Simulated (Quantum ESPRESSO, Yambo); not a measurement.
# Quasiparticle gap of GaN (honeycomb monolayer) in Yambo, part 2 of 2

Aim: the G0W0 gap of GaN (honeycomb monolayer) on PBE, step by step.

Quantum ESPRESSO 7.5 and Yambo 5.3.0; PBE and many-body steps on it, plane waves. Known limits of the many-body steps: not at the basis limit; exchange with frozen shells missing; no spin-orbit coupling.

So far. Step 3 (Bands along the symmetry lines): The gap is 2.174 eV, as in the run before at this level. Step 4 (Empty states on the mesh, 9×9×1 mesh, 175 bands): On this mesh the gap is 2.174 eV.

## 5. Conversion and set-up

This step: Yambo 5.3.0; conversion and set-up on PBE, plane waves, norm-conserving pseudopotentials.

The states are converted to the many-body program's format and the q mesh is built.

Run with:

```
(cd o/x.save; p2y > p2y.log; mv SAVE ../..); yambo > setup.log
```

Log:

```text
 Yambo, version 5.3.0

 [02] CORE Variables Setup
 =========================

  [02.01] Unit cells
  ==================

  Cell kind             :  HCP
  Atoms in the cell     :  Ga  N
  number of Ga atoms    :  1
  number of N  atoms    :  1

  List of atomic masses
  Mass of Ga    :  69.72300
  Mass of N     :  14.00700

  List of atomic coordinates    : [cc]
  Ga1       : -0.24058E-09   3.5054       13.229      order 1
  N1       :   3.03575   1.75269  13.22703  order 2

  Alat factors          :   6.07149   5.25807  26.45617 [a.u.]
  Direct lattice volume :  844.5945 [a.u.]
  Direct lattice vectors:  A[ 1 ]  A[ 2 ]  A[ 3 ]
   A[ 1 ]:  1.000000 -0.000000  0.000000  [iru]
   6.071491 -0.000000  0.000000  [cc]
   A[ 2 ]: -0.500000  1.000000  0.000000  [iru]
  -3.035745  5.258065  0.000000  [cc]
   A[ 3 ]:  0.000000  0.000000  1.000000  [iru]
    0.00000   0.00000  26.45617  [cc]

  Recip. lattice volume :  0.293692 [a.u.]
  Recip. lattice vectors:  B[ 1 ]  B[ 2 ]  B[ 3 ]
   B[ 1 ]:  1.000000  0.500000  0.000000  [iku]
   1.034867  0.597481 -0.000000  [cc]
   B[ 2 ]:  0.000000  1.000000  0.000000  [iku]
   0.000000  1.194961 -0.000000  [cc]
   B[ 3 ]:  0.000000  0.000000  1.000000  [iku]
  -0.000000 -0.000000  0.237494  [cc]

  [02.02] Symmetries
  ==================

  Inversion symmetry    : yes
  Spatial inversion     : no
  Inversion index       :   7
  K-space Time-reversal : yes
  Magnetic symmetries   : no
  Time-reversal derived K-space symmetries:   7  12
  Group table correct   : yes
  Symmetries units      :  [cc]

   [S  1]:   1.0000       0.0000       0.0000      0.46765E-16   1.0000       0.0000       0.0000       0.0000       1.0000
   [S  2]: -0.500000  0.866025  0.000000 -0.866025 -0.500000  0.000000  0.000000  0.000000  1.000000
   [S  3]: -0.500000 -0.866025  0.000000  0.866025 -0.500000  0.000000  0.000000  0.000000  1.000000
   [S  4]:  -1.0000       0.0000       0.0000      0.35940E-10   1.0000       0.0000       0.0000       0.0000       1.0000
   [S  5]:  0.500000  0.866025  0.000000  0.866025 -0.500000  0.000000  0.000000  0.000000  1.000000
   [S  6]:  0.500000 -0.866025  0.000000 -0.866025 -0.500000  0.000000  0.000000  0.000000  1.000000
   [S* 7]:  -1.0000      -0.0000      -0.0000     -0.46765E-16  -1.0000      -0.0000      -0.0000      -0.0000      -1.0000
   [S* 8]:  0.500000 -0.866025 -0.000000  0.866025  0.500000 -0.000000 -0.000000 -0.000000 -1.000000
   [S* 9]:  0.500000  0.866025 -0.000000 -0.866025  0.500000 -0.000000 -0.000000 -0.000000 -1.000000
   [S*10]:   1.0000      -0.0000      -0.0000     -0.35940E-10  -1.0000      -0.0000      -0.0000      -0.0000      -1.0000
   [S*11]: -0.500000 -0.866025 -0.000000 -0.866025  0.500000 -0.000000 -0.000000 -0.000000 -1.000000
   [S*12]: -0.500000  0.866025 -0.000000  0.866025  0.500000 -0.000000 -0.000000 -0.000000 -1.000000

  [02.03] Reciprocal space
  ========================

[...]
WF components:   8686
  K [ 3]         [rlu]:  0.000000  0.222222  0.000000
         WF components:   8690
[...]
K [ 8]         [rlu]:  0.111111  0.333333  0.000000
[...]
K [ 9]         [rlu]:  0.111111  0.444444  0.000000
[...]
K [10]         [rlu]:  0.222222  0.222222  0.000000
[...]
K [11]         [rlu]:  0.222222  0.333333  0.000000
         WF components:   8714
  K [12]         [rlu]:  0.333333  0.333333  0.000000
         WF components:   8730

  [02.05] Energies & Occupations
  ==============================

  [X] === General ===
  [X] Electronic Temperature                        :  0.000000  0.000000 [eV K]
  [X] Bosonic    Temperature                        :  0.000000  0.000000 [eV K]
  [X] Finite Temperature mode                       : no
  [X] El. density                                   :  0.14382E+24 [cm-3]
  [X] Fermi Level                                   : -2.450356 [eV]

  [X] === Gaps and Widths ===
  [X] Conduction Band Min                           :  2.174319 [eV]
  [X] Valence Band Max                              :  0.000000 [eV]
  [X] Filled Bands                                  :   9
  [X] Empty Bands                                   :   10  175
  [X] Direct Gap                                    :  2.507052 [eV]
  [X] Direct Gap localized at k                     :  1
  [X] Indirect Gap                                  :  2.174319 [eV]
  [X] Indirect Gap between kpts                     :  12   1
  [X] Last valence band width                       :  1.345545 [eV]
  [X] 1st conduction band width                     :  3.094321 [eV]

  E @ K [ 1]:  [eV]
  -15.24936 -13.55677 -13.55677 -13.20123 -13.20123 -12.48839  -2.56009  -0.33273
[...]
occ @ K [ 1]
[...]
E @ K [ 2]:  [eV]
[...]
occ @ K [ 2]
[...]
E @ K [ 3]:  [eV]
[...]
occ @ K [ 3]
[...]
E @ K [ 8]:  [eV]
[...]
occ @ K [ 8]
[...]
E @ K [ 9]:  [eV]
[...]
occ @ K [ 9]
[...]
E @ K [10]:  [eV]
[...]
occ @ K [10]
[...]
E @ K [11]:  [eV]
[...]
occ @ K [11]
[...]
E @ K [12]:  [eV]
[...]
occ @ K [12]
[...]
2.000000  0.000000  0.000000  0.000000  0.000000  0.000000  0.000000  0.000000
   0.000000  0.000000  0.000000  0.000000  0.000000  0.000000  0.000000  0.000000

 [03] Transferred momenta grid and indexing
 ==========================================

 IBZ Q-points                                      :  12
 BZ  Q-points                                      :   81

 K/Q-points units:
 rlu = crystal or reduced units; cc = cartesian coordinates; iku = interal k-units

 Q [ 1]         [rlu]:  0.000000  0.000000  0.000000
 Q [ 2]         [rlu]:  0.59999E-17  0.11111       0.0000
 Q [ 3]         [rlu]:  0.12000E-16  0.22222       0.0000
[...]
Q [ 8]         [rlu]:  0.111111  0.333333  0.000000
 Q [ 9]         [rlu]:  0.111111  0.444444  0.000000
 Q [10]         [rlu]:  0.222222  0.222222  0.000000
 Q [11]         [rlu]:  0.222222  0.333333  0.000000
 Q [12]         [rlu]:  0.333333  0.333333  0.000000

  [03.01] X indexes
  =================

   [03.01.01] Sigma indexes
   ========================

 [06] Game Over & Game summary
```

Elapsed: 2.8 s, on 1 MPI rank of Arm Neoverse V1, shared host; peak memory 0.25 GiB.

## 6. Screening and self-energy, 9×9×1 mesh, 175 bands, screening to 163.3 eV

G0W0 replaces the xc potential by the self-energy, built once from these orbitals. Only a window of levels is corrected, while the sums run over the empty bands that the input names.

This step: G0W0 on PBE, plane waves, norm-conserving pseudopotentials.

Input file gw3.in:

```
HF_and_locXC
gw0
dyson
ppa
em1d
rim_cut
rim_w
RandQpts= 3000000
RandGvec= 100 RL
CUTGeo= "slab z"
RandGvecW= 9 RL
EXXRLvcs= 72 Ry
VXCRLvcs= 288 Ry
Chimod= "HARTREE"
% BndsRnXp
 1 | 175 |
%
NGsBlkXp= 12 Ry
% LongDrXp
 1 | 1 | 0 |
%
% GbndRnge
 1 | 175 |
%
DysSolver= "n"
ExtendOut
PPAPntXp= 27.21138 eV
% QPkrange
 12 | 12 | 8 | 11 |
 1 | 1 | 8 | 11 |
%
```

Run with:

```
OMP_NUM_THREADS=1 mpirun -n 4 yambo -F gw3.in -J gw3 -C gw3 > gw3.log
```

Log:

```text
 Yambo, version 5.3.0

 [02] CORE Variables Setup
 =========================

  [... cell, symmetries and grids as in the set-up ...]

  [02.05] Energies & Occupations
  ==============================

  [X] === General ===
  [X] Electronic Temperature                        :  0.000000  0.000000 [eV K]
  [X] Bosonic    Temperature                        :  0.000000  0.000000 [eV K]
  [X] Finite Temperature mode                       : no
  [X] El. density                                   :  0.14382E+24 [cm-3]
  [X] Fermi Level                                   : -2.450356 [eV]

  [X] === Gaps and Widths ===
  [X] Conduction Band Min                           :  2.174319 [eV]
  [X] Valence Band Max                              :  0.000000 [eV]
  [X] Filled Bands                                  :   9
  [X] Empty Bands                                   :   10  175
  [X] Direct Gap                                    :  2.507052 [eV]
  [X] Direct Gap localized at k                     :  1
  [X] Indirect Gap                                  :  2.174319 [eV]
  [X] Indirect Gap between kpts                     :  12   1
  [X] Last valence band width                       :  1.345545 [eV]
  [X] 1st conduction band width                     :  3.094321 [eV]

 [03] Transferred momenta grid and indexing
 ==========================================

 IBZ Q-points                                      :  12
 BZ  Q-points                                      :   81

 K/Q-points units:
 rlu = crystal or reduced units; cc = cartesian coordinates; iku = interal k-units

 Q [ 1]         [rlu]:  0.000000  0.000000  0.000000
 Q [ 2]         [rlu]:  0.59999E-17  0.11111       0.0000
 Q [ 3]         [rlu]:  0.12000E-16  0.22222       0.0000
 Q [ 4]         [rlu]:  0.18000E-16  0.33333       0.0000
 Q [ 5]         [rlu]:  0.24000E-16  0.44444       0.0000
 Q [ 6]         [rlu]:  0.111111  0.111111  0.000000
 Q [ 7]         [rlu]:  0.111111  0.222222  0.000000
 Q [ 8]         [rlu]:  0.111111  0.333333  0.000000
 Q [ 9]         [rlu]:  0.111111  0.444444  0.000000
 Q [10]         [rlu]:  0.222222  0.222222  0.000000
 Q [11]         [rlu]:  0.222222  0.333333  0.000000
 Q [12]         [rlu]:  0.333333  0.333333  0.000000

 [04] Coloumb potential Random Integration (RIM)
 ===============================================

 Performing RIM of v_slab

  [04.01] RIM initialization
  ==========================

  * Diagonal components only detected *

  8 x (sBL volume)        :  0.029007 [a.u.]
  sBZ random points       :  3000000
  Points outside the sBZ  :  24001124
  RL volume               :  0.293692 [a.u.]
  Integrated volume       :  0.293678 [a.u.]

  [04.02] RIM integrals
  =====================

  Gamma point sphere radius             :  0.031176 [a.u.]
  Points outside the sphere             :  2398760
  [Int_sBZ(q=0) 1/q^2]*(Vol_sBZ)^(-1/3) =:  7.241949
                                 should be <:  7.795600

  Summary of Coulomb integrals for non-metallic bands |Q|[au] RIM/Bare

  Q [1] 0.100000E-4 0.928979 * Q [2] 0.132773 0.898647
  Q [6] 0.229970 0.987339 * Q [3] 0.265547 0.998666
  Q [7] 0.351286 1.008532 * Q [4] 0.398320 1.009451
  Q [10] 0.459941 1.008860 * Q [8] 0.478722 1.008580
  Q [5] 0.531094 1.007625 * Q [11] 0.578746 1.006673
  Q [9] 0.608445 1.006172 * Q [12] 0.689911 1.004908
  Non-periodic chartesian directions : none
  Optical renormalization            :  26.45617 [au]
  Polarizability dimension           : length

 [05] Coloumb potential CutOffslab
 =================================

 Cut directionsZ
 Slab Cutoff:Z
 Symmetry test passed : yes

 [06] Dipoles
 ============

  [06.01] Setup: observables and procedures
  =========================================

 [07] Dynamic Dielectric Matrix (PPA)
 ====================================

 [WR./gw3//ndb.pp]---------------------------------------------------------------
  Brillouin Zone Q/K grids (IBZ/BZ)                :   12   81   12   81
  RL vectors                                       :  10775 [WF]
  Coulomb cutoff potential                         : slab z
  Electronic Temperature                           :  0.000000 [K]
  Bosonic    Temperature                           :  0.000000 [K]
  PPA    diel. fun.  energies                      : Perdew, Burke & Ernzerhof(X)+Perdew, Burke & Ernzerhof(C)
  wavefunctions                                    : Perdew, Burke & Ernzerhof(X)+Perdew, Burke & Ernzerhof(C)
  Global Gauge                                     : length
  X matrix size                                    :   611
  X band range                                     :    1  175
  X e/h energy range                               : -1.000000 -1.000000 [eV]
  X Time ordering                                  : R
  X Hxc Kernel                                     : HARTREE
  X Drude frequency                                :  0.000000  0.000000
  X poles                                          :  100.0000 [o/o]
  RL vectors in the sum                            :  10775
  [r,Vnl] included                                 : yes
  Field direction                                  :  0.707107E-5  0.707107E-5   0.00000
  BZ energy Double Grid                            : no
  BZ energy DbGd points                            : 0
  BZ Q point size factor                           : -1.000000
  X Optical Averaged directions                    : none

 [08] Local Exchange-Correlation + Non-Local Fock
 ================================================

 [VXC] Plane waves :   69815
 [EXS] Plane waves :   8789

 QP @ state[ 1 ] K range:  1  1
 QP @ state[ 1 ] b range:   8  11
 QP @ state[ 2 ] K range:  12  12
 QP @ state[ 2 ] b range:   8  11

 [xc] Functional : Perdew, Burke & Ernzerhof(X)+Perdew, Burke & Ernzerhof(C)
 [xc] LIBXC used to calculate xc functional
  PP Number of Atomic Species                      :  2
  NLCC RL compoments                               :   69815
  PP Number of Atomic Species                      :  2
  NLCC RL compoments                               :   69815

 [xc] E_xc :  -11.64869 [Ha]
      E_xc :  -23.29738 [Ry]

  Local XC kind (lXC) : Perdew, Burke & Ernzerhof(X)+Perdew, Burke & Ernzerhof(C)
  Non-Local XC kind (nlXC) : Hartree-Fock

  Corrections @ K [1] :  [eV]
 <8|nlXC|8> = -21.35127  0.31075E-17 <8|lXC|8> = -18.32469 -0.75527E-15
 <9|nlXC|9> = -21.35127  0.16284E-16 <9|lXC|9> = -18.32469  0.47204E-16
 <10|nlXC|10> = -7.242972  0.13779E-17 <10|lXC|10> = -10.91415  0.38040E-25
 <11|nlXC|11> = -2.492757  0.79841E-18 <11|lXC|11> = -4.732583 -0.11801E-16

  Corrections @ K [12] :  [eV]
 <8|nlXC|8> = -19.52848  0.89295E-17 <8|lXC|8> = -14.36821  0.94408E-16
 <9|nlXC|9> = -19.69369  0.20281E-16 <9|lXC|9> = -16.05736  0.31454E-30
 <10|nlXC|10> = -4.893069 -0.14871E-17 <10|lXC|10> = -8.607072  0.18882E-15
 <11|nlXC|11> = -7.886081  0.78490E-18 <11|lXC|11> = -13.80976 -0.39522E-28

  [08.01] Hartree-Fock occupations report
  =======================================

  [Hartree-Fock] === General ===
  [Hartree-Fock] Electronic Temperature             :  0.000000  0.000000 [eV K]
  [Hartree-Fock] Bosonic    Temperature             :  0.000000  0.000000 [eV K]
  [Hartree-Fock] Finite Temperature mode            : no
  [Hartree-Fock] El. density                        :  0.14382E+24 [cm-3]
  [Hartree-Fock] Fermi Level                        : -2.450356 [eV]

  [Hartree-Fock] === Gaps and Widths ===
  [Hartree-Fock] Conduction Band Min                :  2.884319 [eV]
  [Hartree-Fock] Valence Band Max                   : -0.183594 [eV]
  [Hartree-Fock] Filled Bands                       :   9
  [Hartree-Fock] Empty Bands                        :   10  175
  [Hartree-Fock] Direct Gap                         :  3.458548 [eV]
  [Hartree-Fock] Direct Gap localized at k          :  2
  [Hartree-Fock] Indirect Gap                       :  3.067913 [eV]
  [Hartree-Fock] Indirect Gap between kpts          :  11   2
  [Hartree-Fock] Last valence band width            :  3.452742 [eV]
  [Hartree-Fock] 1st conduction band width          :  5.915376 [eV]

 [09] Dyson equation: Newton solver
 ==================================

  [09.01] RIM-W interpolation
  ===========================

  [WARNING] RIM-W works only for 2D semiconductors with slab cutoff
  Found compatible q grid: 2D
  q_min[ 1 ]:  0.11111      0.61519E-11   0.0000     [rlu]
   0.111111  0.055556  0.000000 [iku]
  q_min[ 2 ]:  0.59999E-17  0.11111       0.0000     [rlu]
   0.59999E-17  0.11111       0.0000     [iku]
  G-vectors :   9
  G-vectors loaded:   61
  Number of interpolated frequencies:  2

  Evaluating coefficients q = 0
  Evaluating coefficients q = 0

  [09.02] RIM-W integrals
  =======================

  8 x (sBL volume)        :  0.029007 [a.u.]
  sBZ random points       :  3000000
  Points outside the sBZ  :  24001124
  RL volume               :  0.293692 [a.u.]
  Integrated volume       :  0.293678 [a.u.]

  [09.03] RIM integrals
  =====================

  Comparison between head Wc = W - v averages: < Wc > [au] RIM-W/RIM

   < -Wc [Q = 1] > 0.128385E-1 0.881854E-5 * < -Wc [Q = 2] > 0.003432 0.003327
   < -Wc [Q = 3] > 0.736158E-3 0.724499E-3 * < -Wc [Q = 4] > 0.258483E-3 0.255587E-3
   < -Wc [Q = 5] > 0.117291E-3 0.116383E-3 * < -Wc [Q = 6] > 0.001046 0.001027
   < -Wc [Q = 7] > 0.362650E-3 0.358426E-3 * < -Wc [Q = 8] > 0.157795E-3 0.156569E-3
   < -Wc [Q = 9] > 0.804512E-4 0.800020E-4 * < -Wc [Q = 10] > 0.177426E-3 0.176128E-3
   < -Wc [Q = 11] > 0.940746E-4 0.936154E-4 * < -Wc [Q = 12] > 0.572940E-4 0.571084E-4

  Comparison between head Wc = W - v averages: < Wc > [au] RIM-W/RIM

   < -Wc [G = 1,G`=0] > 0.128385E-1 0.881854E-5 * < -Wc [G = 2,G`=0] >-0.965319E-3  0.00000
   < -Wc [G = 3,G`=0] >-0.965319E-3  0.00000 * < -Wc [G = 4,G`=0] > 0.564108E-4  0.00000
   < -Wc [G = 5,G`=0] > 0.564108E-4  0.00000 * < -Wc [G = 6,G`=0] >-0.329518E-4  0.00000
   < -Wc [G = 7,G`=0] >-0.329518E-4  0.00000 * < -Wc [G = 8,G`=0] > 0.925501E-6  0.00000
   < -Wc [G = 9,G`=0] > 0.925501E-6  0.00000

 [10] G0W0 (W PPA)
 =================

 [  GW  ] Bands range     :    1  175
 [GW/PPA] G damping       :  0.100000 [eV]

 QP @ state[ 1 ] K range:  1  1
 QP @ state[ 1 ] b range:   8  11
 QP @ state[ 2 ] K range:  12  12
 QP @ state[ 2 ] b range:   8  11

  Sc/G bands                                       :    1  175
  Sc/G damping                                     :  0.100000 ev
  Sc bands terminator                              : no
  Sx RL components                                 :   8789

  QP @ state[ 1 ] K range                          :  1  1
  QP @ state[ 1 ] b range                          :   8  11
  QP @ state[ 2 ] K range                          :  12  12
  QP @ state[ 2 ] b range                          :   8  11
  GF energies kind                                 : Perdew, Burke & Ernzerhof(X)+Perdew, Burke & Ernzerhof(C)
  GF WF`s kind                                     : Perdew, Burke & Ernzerhof(X)+Perdew, Burke & Ernzerhof(C)
  Xs energies kind                                 : Perdew, Burke & Ernzerhof(X)+Perdew, Burke & Ernzerhof(C)
  Xs WF`s kind                                     : Perdew, Burke & Ernzerhof(X)+Perdew, Burke & Ernzerhof(C)

 [14] Game Over & Game summary
```

Wall time 23 min (4 MPI ranks); peak memory 2.7 GiB; 1.6 h of CPU time.

Numbers from this step:

```yaml
g0w0_gap_on_the_points_computed: 3.968 eV
starting_gap_on_the_mesh: 2.174 eV
k_of_the_valence_top: 0.3333, 0.3333, 0
k_of_the_conduction_bottom: 0, 0, 0
least_direct_g0w0_gap_on_the_computed_points: 3.986 eV
z_at_the_valence_top: 0.7749
z_at_the_conduction_bottom: 0.8319
```

The gap on the mesh goes from 2.17 eV to 3.97 eV, a correction of +1.79 eV.

Limits: finite bands, cutoff and mesh; exchange with frozen shells missing; no spin-orbit coupling. v1 is the top filled band, c1 the lowest empty one. The levels before and after the correction (eV, zero at the valence-band top of each column):

```csv
,conduction bottom,valence top
Kohn-Sham,2.17,0.00
G0W0,3.97,0.00
```

```csv
,level,energy (eV)
Kohn-Sham,Γ v2-v1,-0.333
Kohn-Sham,Γ c1,2.174
Kohn-Sham,Γ c2,4.857
Kohn-Sham,(0.333 0.333 0) v2,-4.251
Kohn-Sham,(0.333 0.333 0) v1,0.000
Kohn-Sham,(0.333 0.333 0) c1,5.086
Kohn-Sham,(0.333 0.333 0) c2,7.387
G0W0,Γ v2-v1,-0.018
G0W0,Γ c1,3.968
G0W0,Γ c2,6.330
G0W0,(0.333 0.333 0) v2,-4.971
G0W0,(0.333 0.333 0) v1,0.000
G0W0,(0.333 0.333 0) c1,6.482
G0W0,(0.333 0.333 0) c2,9.950
```

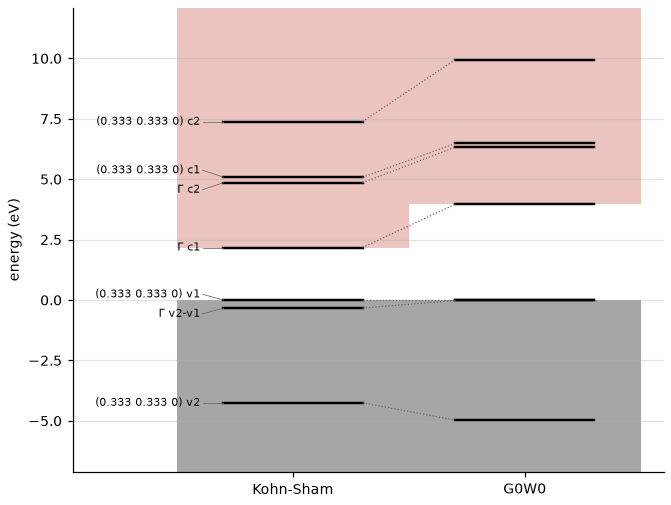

Levels before and after the correction. Shaded: valence and conduction bands.

## 7. Where the time went

Times are wall times on the hardware named with each run, good to a factor of about two.

```csv
step,time,share,memory (GiB)
ground state,15 s,1 %,0.38
bands along the symmetry lines,6.4 s,0 %,0.3
empty states on the mesh,44 s,3 %,0.74
conversion and set-up,2.8 s,0 %,0.25
screening and self-energy,23 min,95 %,2.7
```

## 8. Results

```json
{
 "PBE gap": "2.17 eV, indirect",
 "G0W0 gap on the mesh": "3.97 eV",
 "GW settings": "9×9×1 mesh, 175 bands, screening to 163.3 eV, Godby-Needs plasmon pole",
 "known limits": "not at the basis limit; exchange with frozen shells missing; no spin-orbit coupling"
}
```

G0W0 moves the gap on the mesh from 2.17 eV to 3.97 eV (+1.79 eV), with Z of 0.77 and 0.83 at the edges. Only 2 of the mesh's irreducible points were corrected, so a valley elsewhere could overtake. The dearest step here is «screening and self-energy». Bands and cutoff are finite, so the gap is not at the basis limit. The miss can reach some tenths of an eV and take either sign; the mesh is an error of its own. In the G0W0 run levels were corrected at 2 k points alone, so a gap called «on the mesh» is the least over those, and an edge elsewhere would be missed. The norm-conserving file of at least one element keeps a d shell over frozen s and p shells of the same row. Exchange with those shells is missing from the self-energy, an error of 0.3 to 0.9 eV in cases checked, whose sign depends on which edge lies on those atoms. The many-body steps are scalar-relativistic: spin-orbit coupling is not in them.

[Paths, hosts, dates, memory and timing lines, banners, echoed tables and standing remarks are left out of the program output.]

[Logs are printed without paths, hosts, clocks, repeated set-up lines and the standing remarks that a program may print on its own settings, such as how far it seeks lower states.]

[Runs of the session that timed out or met a known fault of the program may be left out.]

[Hosts, paths, dates, database ids (printed as entryN), source tags and the programs' standing remarks are cut or masked in the printed files.]
